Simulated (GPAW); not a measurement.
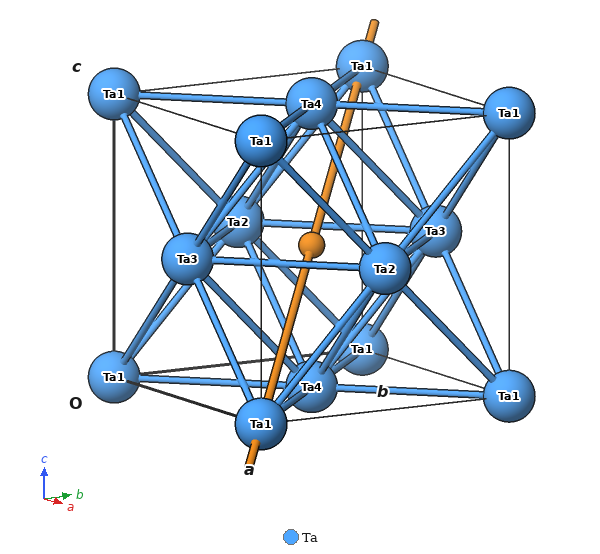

The coloured rod is the axis of a symmetry operation of the crystal, the small sphere its inversion point. Crystal: Ta, an entry of the Crystallography Open Database, as set up for an electronic-structure calculation. Geometry calculated from the standardised cell; symmetry tolerance 0.002 Å.

a = 4.220 Å, b = 4.220 Å, c = 4.220 Å, α = 90.00°, β = 90.00°, γ = 90.00°.

```csv
atom,x,y,z
Ta1,0.0000,0.0000,0.0000
Ta2,0.0000,0.5000,0.5000
Ta3,0.5000,0.0000,0.5000
Ta4,0.5000,0.5000,0.0000
```

Take the operation x, y, z → z, x, −y+1.

Question: What kind of operation is it, and where does it lie?

Answer: It is a −3 rotoinversion axis with its inversion point at (1/2, 1/2, 1/2), along [−1 1 1].

Question: Onto which atom does it carry each atom (up to whole multiples of a, b and c)?

Answer: Ta1 → Ta1, Ta2 → Ta3, Ta3 → Ta4, Ta4 → Ta2.
